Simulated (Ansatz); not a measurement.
**Geometry relaxation, with input and output: C**

The run: geometry relaxation of C (R-3m, 4 atoms in the cell). Method and program: DFT PBE+D3(BJ), scalar-relativistic, plane waves, PAW, no spin polarisation (Ansatz 0.2.0).

The structure derives from a Materials Project entry.

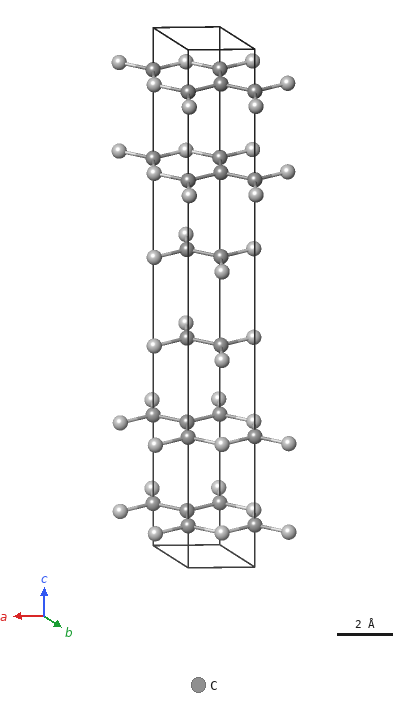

The input geometry (ball-and-stick view of the cell 3 times as large as that of the calculation, set on its symmetry axes, seen at an oblique angle; neighbours outside the cell are drawn fainter). Near neighbours in the crystal (not all of them lie inside the picture): C has 3 C at 1.42 Å.

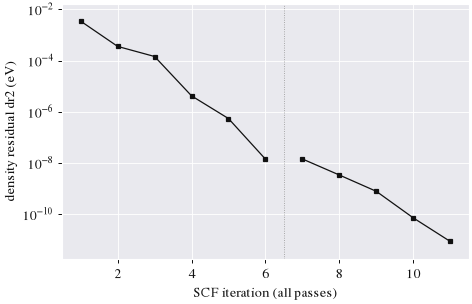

Convergence of the self-consistent field: density residual dr2 against the SCF iteration. The dotted lines part the SCF passes of the relaxation: geometry steps, rejected trials and re-solves on a re-selected basis. The passes take 6 and 5 iterations.

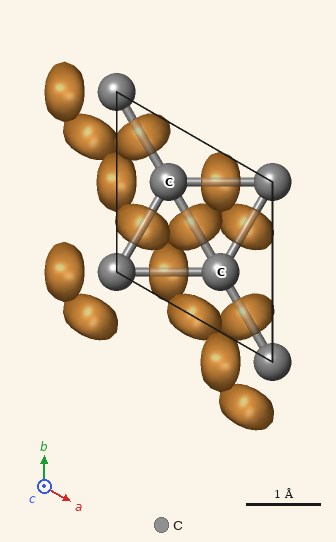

Isosurface of the ELF at 0.8 (orange), seen along the c axis. Core shells and regions of very low density are left out. Sticks mark near contacts. The outline is the cell set on symmetry axes. Along the contacts the grid gives the following. C–C (1.42 Å): the ELF peaks at about 0.95 between the atoms, as expected for localised, shared-pair bonding. In a PAW calculation such maps are meaningful between the atoms, not at the nuclei.

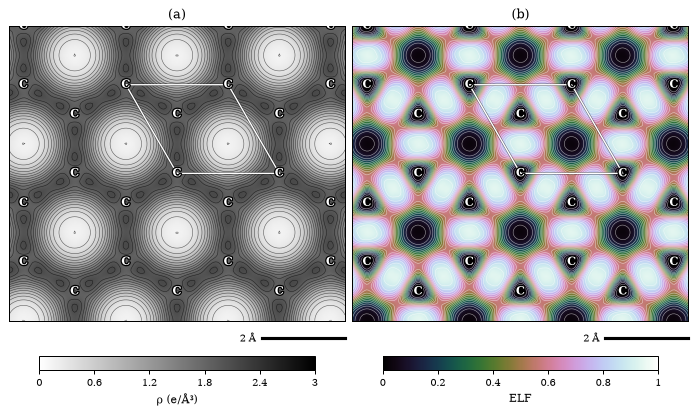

(a) valence pseudo-density; (b) ELF on the (001) plane of the conventional cell. Atoms in the plane: C. Away from the nuclei the density in this plane falls to 0.15 e/Å³ at its lowest.

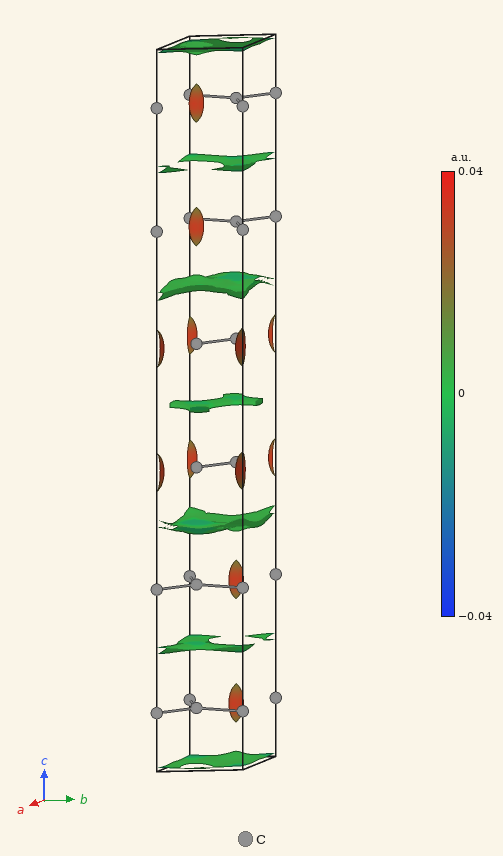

Non-covalent interaction (NCI) plot: the surface where the reduced density gradient is 0.5, for densities under 0.05 a.u., coloured by sign(λ₂)ρ; seen slightly off an axis. The outline is the cell set on symmetry axes. Sheets between layers or molecules: weak, van der Waals-like contact (green) (×6); inside the ring or cage of C: steric crowding (red) (×6).

The input that produced these results follows, with the program's output.

**Input**
```yaml
crystal:
  lattice:
    - [1.2324308153, 0.711544263, 6.9327422814]
    - [-1.2324308153, 0.711544263, 6.9327422814]
    - [0.0, -1.4230885259, 6.9327422814]
  atoms:
    - { symbol: C, position: [0.9188290042, 0.9188290042, 0.9188290042] }
    - { symbol: C, position: [0.2521423956, 0.2521423956, 0.2521423956] }
    - { symbol: C, position: [0.7478576044, 0.7478576044, 0.7478576044] }
    - { symbol: C, position: [0.0811709958, 0.0811709958, 0.0811709958] }
basis:
  ecutwfc: 420
kpoints:
  mp_grid: { grid: [18, 18, 18] }
hamiltonian:
  xc: pbe
  dispersion: d3bj
scf:
  occupations: { method: gaussian, width: 0.01 }
output:
  forces: true
  stress: true
  eigenvalues: true
  write_density: true
  write_potential: true
  elf: true
  volumetric_format: npy
relax:
  adjacent_minimum: "off"
  f_tol: 0.005
  max_steps: 80
  cell: { stress_tol: 0.05 }
```

Command:
```bash
ansatz run input.yaml --threads 1 --pin off --max-ram 2560MiB --backend cpu --events-out ev --progress --plain --runs-dir out
```

**The program's output**
```
basis.fft_grid_basis auto: the FFT boxes are laid along the combinations [[1, -1, 0], [0, 1, 0], [0, -1, 1]] of the cell's own vectors, 2.465, 7.077 and 2.465 Å long. The dense box has 18×48×18 points. Along the cell's own vectors, as sized, it would have 48×48×48, 7.11 times as many. Of the 12 symmetry operations that the crystal satisfies within crystal.symmetry.tolerance (time reversal apart; of a slab, those that keep its plane) the dense box along the cell's own vectors carries 12, and the one as laid loses 8 of those. basis.fft_grid_basis: typed keeps the cell's own vectors: state it where this run's energies or levels are differenced outside the engine with another run's, or held beside a run that keeps those vectors. Those combinations have planes normal to reciprocal vector 3, as the cell's own vectors have. Each planar average written beside output.write_density, output.write_potential has a row for each plane of the box: 18. The volumetric files lie along those combinations, not along the cell's own vectors: a cube or XSF file states them, and fields.json those of NumPy files.
Engine: ansatz 0.2.0, aarch64-unknown-linux-gnu
Pseudopotentials: kind: paw
Pseudopotential: C, paw, valence charge 4, recommended cutoff 420 eV (normal), C.paw.azcp
Functional definition: PBE
  parameter kappa = 0.804
  parameter beta = 0.06672455060314922
  exchange = pbe_x(kappa = kappa, mu = beta*pi^2/3)
  correlation = pbe_c(beta = beta)
Crystal: 4 atoms, lattice volume = 36.477 Å³
Basis set: ecut = 420 eV, 695 PW (Γ), FFT grids on a1−a2, a2, −a2+a3, exchange–correlation on 36×96×36 points (8 copies of the dense FFT grid, shifted against one another)
Bands: 12, of which v1, the nominal top of the filled ones, is band 8 counted from 1 (7 counted from 0)
Symmetry: 12 space group operations
Space group: R-3m (ITA 166), of the structure as read, at distance tolerance 3.3e-5 Å
k-points: 580 of 5832
Non-local potential: C, projectors of the file, l = 0: 2, l = 1: 2, l = 2: 1
PAW form: soft (Blöchl's): semilocal exchange-correlation on the pseudo side does not see the compensation charge
PAW one-centre angular grid: C, 110 points (default); XC on 64 Gauss nodes
Initial density: superposition of atomic densities (neutral atoms: chi_scale 0, normalization atom), corrected by the library's trained network
Initial wavefunctions: pseudopotential atomic-orbital guess
Functional: x = pbe(κ = 0.804, μ = 0.2195149727645171), c = pbe(β = 0.06672455060314922)
SCF iter   1: F=—  HF=-1004.323468 eV  |F-HF|=—  |Δ(HF+E_count)|=         —  Δρ=2.83e-3  dr2=3.47e-3  ethr=1.77e-3  ⟨swp⟩=6.0  Hψ=40726  notcnv=0
preconditioner: auto → none  [insulator: Δε(μ)=0.244 eV  Ē_g=15.692 eV  σ=0.010 eV  W_gap=1.00  n_scr=4 (ndim 8)  ℏωp=24.6 eV  f_vac=0.027  D(μ)=0.00/eV (n_scr^D=0)  ε∞_Penn≈3.5]
SCF iter   2: F=—  HF=-1004.323086 eV  |F-HF|=—  |Δ(HF+E_count)|=   3.82e-4  Δρ=1.12e-3  dr2=3.59e-4  ethr=2.17e-5  ⟨swp⟩=2.9  Hψ=18138  notcnv=0
SCF iter   3: F=—  HF=-1004.323257 eV  |F-HF|=—  |Δ(HF+E_count)|=   1.71e-4  Δρ=4.64e-4  dr2=1.45e-4  ethr=2.24e-6  ⟨swp⟩=2.2  Hψ=13188  notcnv=0
SCF iter   4: F=—  HF=-1004.323246 eV  |F-HF|=—  |Δ(HF+E_count)|=   1.06e-5  Δρ=2.31e-4  dr2=4.22e-6  ethr=9.09e-7  ⟨swp⟩=2.0  Hψ=10044  notcnv=0
SCF iter   5: F=—  HF=-1004.323229 eV  |F-HF|=—  |Δ(HF+E_count)|=   1.71e-5  Δρ=4.45e-5  dr2=5.48e-7  ethr=2.64e-8  ⟨swp⟩=2.0  Hψ=12554  notcnv=0
SCF iter   6: F=-1004.323229 eV  HF=-1004.323229 eV  |F-HF|=2.54e-8  |Δ(HF+E_count)|=   5.50e-8  Δρ=8.43e-6  dr2=1.43e-8  ethr=6.25e-10  ⟨swp⟩=9.9  Hψ=51631  notcnv=0
SCF 1 converged in 6 iterations: F = -1004.323229 eV  dr2 = 1.43e-8
  greatest PAW one-centre occupation: 0.673 electrons in one spin orbital (limit 2), on the C atom at site 3 (counted from 0), in its partial waves of l = 0
relax step   1: F+E_penalty+E_count = -1004.32322928 eV  Δ(F+E_penalty+E_count) = +0.000e0 eV  max|allowed force component| = 1.580e-4 eV/Å  Δτ_max = 0.0000 Å  P = -0.014 GPa  Ω = 36.477 Å³  (6 SCF iters, dr2 threshold 1.00e-7 eV, accepted)
Initial density: handed on by an earlier stage of this run
Initial wavefunctions: pseudopotential atomic-orbital guess (no wavefunctions were taken with the density)
iter 1 solved again at ethr=1.36e-7 eV; its pass at ethr=3.10e-3 eV (dr2=2.18e-5 eV) is discarded
SCF iter   1: F=—  HF=-1004.323263 eV  |F-HF|=—  |Δ(HF+E_count)|=         —  Δρ=8.54e-6  dr2=1.45e-8  ethr=1.36e-7  ⟨swp⟩=3.9  Hψ=61435  notcnv=0
preconditioner: auto → none  [insulator: Δε(μ)=0.247 eV  Ē_g=15.670 eV  σ=0.010 eV  W_gap=1.00  n_scr=4 (ndim 8)  ℏωp=24.6 eV  f_vac=0.030  D(μ)=0.00/eV (n_scr^D=0)  ε∞_Penn≈3.5]
SCF iter   2: F=—  HF=-1004.323229 eV  |F-HF|=—  |Δ(HF+E_count)|=   3.40e-5  Δρ=4.37e-6  dr2=3.43e-9  ethr=9.08e-11  ⟨swp⟩=3.2  Hψ=14466  notcnv=0
SCF iter   3: F=—  HF=-1004.323229 eV  |F-HF|=—  |Δ(HF+E_count)|=   1.07e-8  Δρ=2.20e-6  dr2=7.93e-10  ethr=2.14e-11  ⟨swp⟩=2.1  Hψ=11422  notcnv=0
SCF iter   4: F=—  HF=-1004.323229 eV  |F-HF|=—  |Δ(HF+E_count)|=   3.97e-9  Δρ=4.20e-7  dr2=7.30e-11  ethr=4.96e-12  ⟨swp⟩=2.0  Hψ=11576  notcnv=0
SCF iter   5: F=-1004.323229 eV  HF=-1004.323229 eV  |F-HF|=0.00e0  |Δ(HF+E_count)|=  7.98e-11  Δρ=1.25e-7  dr2=8.78e-12  ethr=1.00e-12  ⟨swp⟩=6.3  Hψ=30958  notcnv=0
SCF 2 converged in 5 iterations: F = -1004.323229 eV  dr2 = 8.78e-12
relax step   2: F+E_penalty+E_count = -1004.32322929 eV  Δ(F+E_penalty+E_count) = -6.235e-9 eV  max|allowed force component| = 1.461e-4 eV/Å  Δτ_max = 0.0000 Å  P = -0.014 GPa  Ω = 36.477 Å³  stress off target by 2.33e-2 GPa  SCF on the basis re-selected at this cell (its energy is not comparable with the rows above)  (5 SCF iters)
basis re-selected at this cell: Δ(F+E_penalty+E_count) = -6.235e-9 eV, ΔP = -0.000 GPa vs the last step (what re-selecting the basis moved, of the pressure what is left beyond the Pulay correction that the steps carried, after the strain that the cell walked since its last selection, with what the two solves' SCF thresholds leave and, on support functions, any second-order correction that the steps lacked; it is no measure of the basis error at this ecutwfc). This SCF's stress stands 2.33e-2 GPa from its target on what of the cell is left free (relax.cell.stress_tol is 5.00e-2 GPa) and its largest allowed force component is 1.46e-4 eV/Å (relax.f_tol is 5.00e-3 eV/Å): within both
SCF converged after 5 iterations
Free energy (F): -1004.323229 eV
Harris-Foulkes:  -1004.323229 eV  (|F-HF|=0.00e0)
Internal energy: -1004.323229 eV  (E = F + TS)
E sigma→0 (E₀):  -1004.323229 eV
Fermi energy:    6.631415 eV
--- Per-component energies (eV) ---
  E_band       = -39.969054
  E_kinetic    = 363.776160
  E_local      = -648.805083  (includes V_loc(G=0)·N_el)
  E_nonlocal   = 109.225383
  E_hartree    = 200.427304
  E_xc         = -192.057037
  E_vxc        = -237.795205  (∫ρ·V_xc dr)
  E_paw        = -397.384912  (= ΣΔE_a)
  E_vpaw       = -27.224914  (= ΣTr[D̂ρ^β])
  E_aug_tail   = 0.000031  (compensation charges beyond the density's cutoff)
  E_ewald      = -438.903318
  E_disp       = -0.601757  (pairwise vdW)
  E_smearing   = -0.000000  (= −TS)
  E_closure    = 0.000000  (closes the sum)
  Σ components = -1004.323229   (vs F -1004.323229, Δ=0.00e0)
--- Forces (eV/Å), atoms counted from 1 ---
  atom   1  C     -0.00000000    -0.00000000    -0.00014607
  atom   2  C      0.00000000     0.00000000     0.00013031
  atom   3  C     -0.00000000    -0.00000000    -0.00013031
  atom   4  C      0.00000000     0.00000000     0.00014607
  max |Σ_I F_I| component: 2.71e-20 eV/Å
--- Stress (GPa, compression-positive) ---
       -0.009682      -0.000000      -0.000000
       -0.000000      -0.009682      -0.000000
       -0.000000      -0.000000      -0.023284
  P = ⅓ Tr σ = -0.0142 GPa (-0.142 kbar)
--- Band table (eV; the first three rows and the last of 580) ---
  k-point 0: bands = ["-12.9954", "-12.7579", "-1.7648", "-0.0873", "3.6149", "3.6149", "3.6163", "3.6163", "10.6681", "14.9901", "14.9901", "14.9986"]
  k-point 1: bands = ["-12.9217", "-12.6857", "-1.6743", "-0.0045", "3.3132", "3.3216", "3.4561", "3.4616", "10.7619", "15.0307", "15.0339", "15.3039"]
  k-point 2: bands = ["-12.7011", "-12.4695", "-1.4037", "0.2431", "2.4890", "2.5077", "3.0375", "3.0470", "11.0436", "15.0609", "15.0811", "16.1898"]
  k-point 579: bands = ["-12.9038", "-12.8557", "-1.1093", "-0.8930", "3.6074", "3.6074", "3.6247", "3.6247", "12.8386", "13.3092", "14.9672", "14.9672"]
--- Relaxed structure (1 steps of the walk, 1 accepted, 1 SCFs on fresh bases) ---
  F+E_penalty+E_count = -1004.32322929 eV   max|allowed force component| = 1.461e-4 eV/Å   (the final SCF, on the basis selected at the relaxed cell)
  cell:  # Å, volume = 36.4771 Å³
    - [1.232430815296209, 0.7115442629855218, 6.93274228139829]
    - [-1.232430815296209, 0.7115442629855218, 6.93274228139829]
    - [0.0, -1.4230885259210446, 6.932742281403422]
  atoms:
    - { symbol: C, position: [0.9188290041999999, 0.9188290041999999, 0.9188290041999999] }
    - { symbol: C, position: [0.25214239559999996, 0.25214239559999996, 0.25214239560000007] }
    - { symbol: C, position: [0.7478576043999999, 0.7478576043999999, 0.7478576044] }
    - { symbol: C, position: [0.0811709958, 0.0811709958, 0.0811709958] }
```

**Trajectory as extended XYZ (Å, eV, eV/Å), 2 frames, from step=1 to step=2**
```
4
Lattice="1.2324 0.7115 6.9327 -1.2324 0.7115 6.9327 0.0000 -1.4231 6.9327" Properties=species:S:1:pos:R:3:forces:R:3 step=1 energy=-1004.32323 pressure_GPa=-0.01
C     0.0000    0.0000   19.1100    0.0000   0.0000  -0.0002
C     0.0000    0.0000    5.2441    0.0000   0.0000   0.0001
C     0.0000    0.0000   15.5541    0.0000   0.0000  -0.0001
C     0.0000    0.0000    1.6882    0.0000   0.0000   0.0002
4
Lattice="1.2324 0.7115 6.9327 -1.2324 0.7115 6.9327 0.0000 -1.4231 6.9327" Properties=species:S:1:pos:R:3:forces:R:3 step=2 energy=-1004.32323 pressure_GPa=-0.01
C     0.0000    0.0000   19.1100    0.0000   0.0000  -0.0001
C     0.0000    0.0000    5.2441    0.0000   0.0000   0.0001
C     0.0000    0.0000   15.5541    0.0000   0.0000  -0.0001
C     0.0000    0.0000    1.6882    0.0000   0.0000   0.0001
```

**Results in brief**

- outcome: converged
- space group (tolerance 0.01 Å): R-3m (166)
- electrons treated: 16
- free energy: −1004.3232 eV
- Fermi energy: 6.631 eV
- gap on the k-point mesh: 0.25 eV
- pressure: −0.01 GPa
- final volume: 36.48 Å³
- largest force (length of the vector) at the end: under 0.001 eV/Å
- final cell: a = 7.077 Å, b = 7.077 Å, c = 7.077 Å, α = 20.06°, β = 20.06°, γ = 20.06°
- hardware: 1 thread of Arm Neoverse N1, 98 GiB of memory available, shared host
- wall time: 73 s
- peak memory: 0.52 GiB
